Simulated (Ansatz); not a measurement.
## Wannier-function calculation of CdI2

The run: Wannier-function calculation of CdI2 (P-3m1, 3 atoms in the cell). Method and program: maximally localised Wannier functions of r2SCAN bands, plane waves, PAW, no spin polarisation (Ansatz 0.2.0).

The structure was built on a prototype by a generator. The geometry comes from this level: r2scan-rvv10. It belongs to a series of runs on one base structure; here: anion s p.

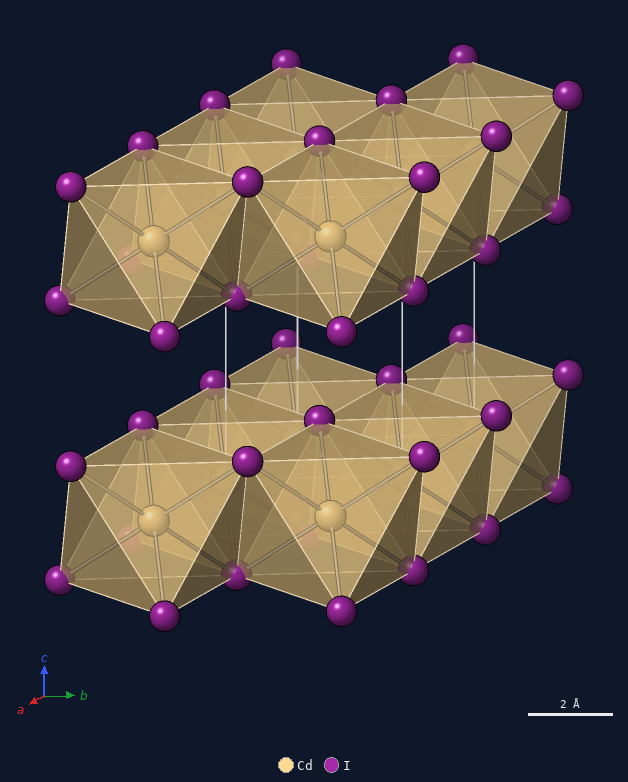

The structure as given in the input (polyhedral view of the cell of the calculation, repeated 2 × 1 × 1, seen slightly off an axis; polyhedra are completed across the faces of the cell).

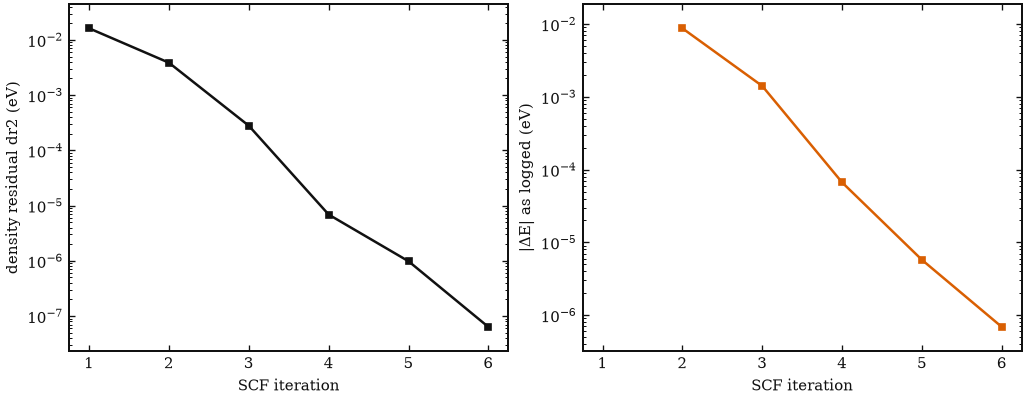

Convergence of the self-consistent field: density residual dr2 and size of the energy change against the SCF iteration. The residual falls at every step.

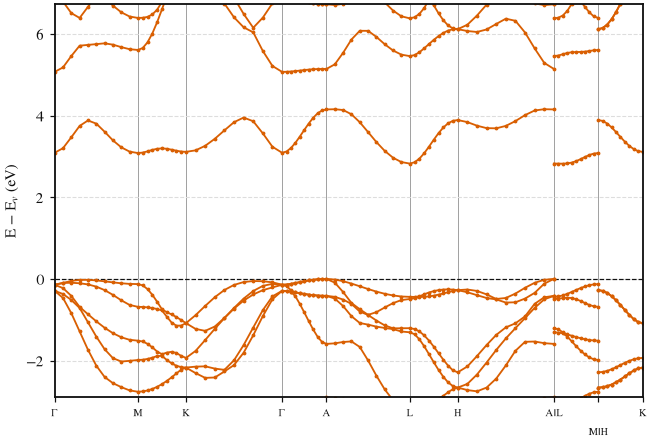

Band structure along Γ–M–K–Γ–A–L–H–A|L–M|H–K, with energies from the valence-band top. There is a gap of 2.82 eV on this path, indirect, from A to L.

The input that produced these results follows, with the program's output.

The input
```yaml
crystal:
  lattice:
    - [4.2470087284, 0.0, 0.0]
    - [-2.1235043642, 3.6780174489, 0.0]
    - [0.0, 0.0, 6.8950251473]
  atoms:
    - { symbol: Cd, position: [0.0, 0.0, 0.0] }
    - { symbol: I, position: [0.3333333333, 0.6666666667, 0.2493934756] }
    - { symbol: I, position: [0.6666666667, 0.3333333333, 0.7506065244] }
kpoints:
  mp_grid: { grid: [6, 6, 4] }
  band_path:
    path:
      - [[0.0, 0.0, 0.0], [0.5, 6.946573760823e-17, 7.809366034647e-19], [0.3333333333333, 0.3333333333333, 7.809366034677e-19], [0.0, 0.0, 0.0], [-3.619269298239e-36, 1.4762229231e-36, 0.5], [0.5, 6.946573760823e-17, 0.5], [0.3333333333333, 0.3333333333333, 0.5], [-3.619269298239e-36, 1.4762229231e-36, 0.5]]
      - [[0.5, 6.946573760823e-17, 0.5], [0.5, 6.946573760823e-17, 7.809366034647e-19]]
      - [[0.3333333333333, 0.3333333333333, 0.5], [0.3333333333333, 0.3333333333333, 7.809366034677e-19]]
    npoints: 10
hamiltonian:
  xc: r2scan
scf:
  occupations: { method: fixed }
  n_extra_bands: 6
output:
  forces: false
  stress: false
  eigenvalues: true
  wannier:
    kmesh: [6, 6, 4]
    projections: [{ species: I, l: s, shell: 5 }, { species: I, l: p, shell: 5 }]
    minimise: true
    write_hr: true
    conv_tol: 1.0e-08
    max_iter: 3000
```

File wannier.win
```
! ansatz wannier90 interface
! projections by site (counted from 0) and shell: 1 5S, 2 5S, 1 5P, 2 5P
! states of the run's bands (counted from 1): 15-16, 22-27
! their least projectability: 0.8392
num_bands = 8
num_wann  = 8
num_iter  = 2000
conv_tol = 1e-8
conv_window = 5
guiding_centres = true
write_hr = true

begin unit_cell_cart
Ang
        4.247008728406556                      0.0                      0.0
       -2.123504364203278       3.6780174488943227                      0.0
                      0.0                      0.0             6.8950251473
end unit_cell_cart

begin atoms_frac
Cd                       0.0                      0.0                      0.0
I         0.3333333333333333       0.6666666666666666             0.2493934756
I         0.6666666666666666       0.3333333333333333             0.7506065244
end atoms_frac

mp_grid = 6 6 4
```

Launch command:
```bash
ansatz run input.yaml --threads 4 --pin off --max-ram 3686MiB --backend cpu --events-out ev --progress --plain --runs-dir out
```

What the program printed
```
scf.n_extra_bands = 6 over 27 filled bands (N_el = 54.0): the run solves 33 bands
Engine: ansatz 0.2.0, aarch64-unknown-linux-gnu
Pseudopotentials: kind: paw
Pseudopotential: Cd, paw, valence charge 20, recommended cutoff 500 eV (meta_gga), Cd.paw.azcp
Pseudopotential: I, paw, valence charge 17, recommended cutoff 500 eV (meta_gga), I.paw.azcp
Functional definition: r2SCAN
  parameter k0 = 0.174
  parameter k1 = 0.065
  parameter a1 = 4.9479
  exchange = r2scan_x(k0 = k0, k1 = k1, a1 = a1)
  correlation = r2scan_c
Crystal: 3 atoms, lattice volume = 107.704 Å³
Basis set: ecut = 500 eV, 2755 PW (Γ), exchange–correlation on 128×128×216 points (64 copies of the dense FFT grid, shifted against one another)
Bands: 33, of which v1, the nominal top of the filled ones, is band 27 counted from 1 (26 counted from 0)
Symmetry: 12 space group operations
Space group: P-3m1 (ITA 164), of the structure as read, at distance tolerance 4.8e-5 Å
k-points: 24 of 144
Non-local potential: Cd, projectors of the file, l = 0: 3, l = 1: 2, l = 2: 2, l = 3: 1
Non-local potential: I, projectors of the file, l = 0: 2, l = 1: 2, l = 2: 2, l = 3: 2
PAW form: soft (Blöchl's): semilocal exchange-correlation on the pseudo side does not see the compensation charge
PAW frozen core: Cd, regenerated for the run's functional (the file was generated under x = pbe(κ = 0.804, μ = 0.2195149727645171), c = pbe(β = 0.06672455060314922))
PAW frozen core: I, regenerated for the run's functional (the file was generated under x = pbe(κ = 0.804, μ = 0.2195149727645171), c = pbe(β = 0.06672455060314922))
PAW one-centre angular grid: Cd, 590 points (default); XC on 160 Gauss nodes
PAW one-centre angular grid: I, 590 points (default); XC on 160 Gauss nodes
Initial density: superposition of atomic densities (neutral atoms: chi_scale 0, normalization atom), corrected by the library's trained network
Initial wavefunctions: pseudopotential atomic-orbital guess
Functional: x = r2scan, c = r2scan; τ floored in thin density (d = 2e-4 eV/Å³)
SCF iter   1: F=—  HF=-23326.384606 eV  |F-HF|=—  |Δ(HF+E_count)|=         —  Δρ=4.31e-3  dr2=1.62e-2  dr2_τ=1.47e-2  ethr=1.77e-3  ⟨swp⟩=5.1  Hψ=2806  notcnv=0  defer=88
preconditioner: auto → Resta (q_TF=auto, 2.432 Å⁻¹)  ε∞=3.2  [insulator: Δε(μ)=2.813 eV  Ē_g=12.299 eV  n_scr=22 (ndim 8)  ℏωp=18.2 eV  f_vac=0.138  ε∞_Penn≈3.2]
SCF iter   2: F=—  HF=-23326.393370 eV  |F-HF|=—  |Δ(HF+E_count)|=   8.76e-3  Δρ=2.33e-3  dr2=3.86e-3  dr2_τ=5.50e-4  ethr=3.01e-5  ⟨swp⟩=3.2  Hψ=1425  notcnv=0  defer=95
SCF iter   3: F=—  HF=-23326.394779 eV  |F-HF|=—  |Δ(HF+E_count)|=   1.41e-3  Δρ=4.74e-4  dr2=2.79e-4  dr2_τ=9.82e-6  ethr=7.14e-6  ⟨swp⟩=3.0  Hψ=1425  notcnv=0  defer=94
SCF iter   4: F=—  HF=-23326.394845 eV  |F-HF|=—  |Δ(HF+E_count)|=   6.66e-5  Δρ=9.00e-5  dr2=6.88e-6  dr2_τ=5.91e-7  ethr=5.16e-7  ⟨swp⟩=2.4  Hψ=1257  notcnv=0  defer=93
SCF iter   5: F=—  HF=-23326.394851 eV  |F-HF|=—  |Δ(HF+E_count)|=   5.74e-6  Δρ=3.24e-5  dr2=9.83e-7  dr2_τ=4.46e-8  ethr=1.27e-8  ⟨swp⟩=2.0  Hψ=1280  notcnv=0  defer=92
SCF iter   6: F=-23326.394852 eV  HF=-23326.394852 eV  |F-HF|=5.13e-10  |Δ(HF+E_count)|=   6.87e-7  Δρ=8.73e-6  dr2=6.35e-8  dr2_τ=3.02e-9  ethr=1.85e-10  ⟨swp⟩=10.5  Hψ=4153  notcnv=0
SCF 1 converged in 6 iterations: F = -23326.394852 eV  dr2 = 6.35e-8
  greatest PAW one-centre occupation: 1.002 electrons in one spin orbital (limit 2), on the Cd atom at site 0 (counted from 0), in its partial waves of l = 1
NSCF: frozen V_eff on 93 k-points
NSCF: frozen V_eff on 27 k-points
the Wannier pass solved 27 of the 144 points of its mesh, and has the states at the others by symmetry: states obtained by the crystal's operations at points that were solved too leave a residual of 5.08e-13 eV (read by the count's bands and the next), within 1.11e-5 eV
SCF converged after 6 iterations
Free energy (F): -23326.394852 eV
Harris-Foulkes:  -23326.394852 eV  (|F-HF|=5.13e-10)
Internal energy: -23326.394852 eV  (E = F + TS)
E sigma→0 (E₀):  -23326.394852 eV
Fermi energy:    5.830077 eV
--- Per-component energies (eV) ---
  E_band       = -1316.458250
  E_kinetic    = 882.428815
  E_local      = -8401.466569  (includes V_loc(G=0)·N_el)
  E_nonlocal   = -145.615046
  E_hartree    = 4128.322697
  E_xc         = -409.515016
  E_vxc        = -523.799228  (∫ρ·V_xc dr)
  E_paw        = -13784.552438  (= ΣΔE_a)
  E_vpaw       = -1417.913646  (= ΣTr[D̂ρ^β])
  E_aug_tail   = -0.000052  (compensation charges beyond the density's cutoff)
  E_vtau       = 33.271215  (kinetic-family band-sum trace: ∫τ·v_τ [+ j·A + Jᵃ·Aᵃ] dr)
  E_ewald      = -5595.578578
  E_core_change = -0.418665  (= ΣΔE_core)
  E_smearing   = -0.000000  (= −TS)
  E_closure    = -0.000000  (closes the sum)
  Σ components = -23326.394852   (vs F -23326.394852, Δ=0.00e0)
--- Band table (eV; the first three rows and the last of 24) ---
  k-point 0: bands = ["-98.4593", "-58.6278", "-58.6278", "-58.6215", "-38.7917", "-38.7917", "-38.7917", "-38.7917", "-38.7799", "-38.7799", "-38.7792", "-38.7792", "-38.7737", "-38.7734", "-6.6044", "-5.8761", "-2.0516", "-2.0516", "-1.9291", "-1.8527", "-1.8527", "2.1133", "5.5373", "5.5373", "5.6858", "5.6858", "5.6875", "8.9210", "10.9022", "12.7644", "12.7644", "14.8229", "15.5758"]
  k-point 1: bands = ["-98.4593", "-58.6278", "-58.6278", "-58.6215", "-38.7917", "-38.7917", "-38.7917", "-38.7917", "-38.7798", "-38.7798", "-38.7793", "-38.7793", "-38.7736", "-38.7734", "-6.5333", "-5.9727", "-2.0514", "-2.0514", "-1.9242", "-1.8527", "-1.8527", "2.4266", "5.0091", "5.4610", "5.4610", "5.7723", "5.7723", "9.4793", "10.9466", "12.6564", "12.6564", "14.6625", "15.0050"]
  k-point 2: bands = ["-98.4594", "-58.6278", "-58.6278", "-58.6215", "-38.7917", "-38.7917", "-38.7917", "-38.7917", "-38.7797", "-38.7797", "-38.7794", "-38.7794", "-38.7736", "-38.7735", "-6.4256", "-6.1056", "-2.0512", "-2.0512", "-1.9196", "-1.8528", "-1.8528", "2.9258", "4.2372", "5.4142", "5.4142", "5.8294", "5.8294", "9.9819", "10.9746", "12.5581", "12.5581", "14.2477", "14.8751"]
  k-point 23: bands = ["-98.4593", "-58.6279", "-58.6279", "-58.6215", "-38.7913", "-38.7913", "-38.7912", "-38.7912", "-38.7797", "-38.7797", "-38.7797", "-38.7796", "-38.7731", "-38.7731", "-5.8451", "-5.8451", "-1.8818", "-1.8818", "-1.8240", "-1.7989", "-1.7989", "2.2250", "3.1672", "3.1672", "3.5413", "5.5539", "5.5539", "9.7222", "11.9489", "11.9489", "13.4626", "14.2768", "15.4558"]
Wannier search: line search 1 of at most 3000: gauge-dependent spread (as the search counts it) 4.4928769 Å², largest recent change 3.5e-1 Å² and fall left 2.7e-2 Å² against conv_tol 1.0e-8 Å², 0 stops escaped
```

Results in brief

| quantity | value |
| --- | --- |
| outcome | converged |
| space group (tolerance 0.01 Å) | P-3m1 (164) |
| electrons treated | 54 |
| free energy | −23326.3949 eV |
| total spread of the Wannier functions | 15.586 Å² |
| Fermi energy | 5.830 eV |
| gap on the k-point mesh | 2.83 eV |
| hardware | 4 threads of Arm Neoverse N1, 60 GiB of memory available, shared host |
| wall time | 18 s (CPU time 69 s) |
| peak memory | 0.64 GiB |

Remarks

Spin-orbit coupling is left out, which matters for I.
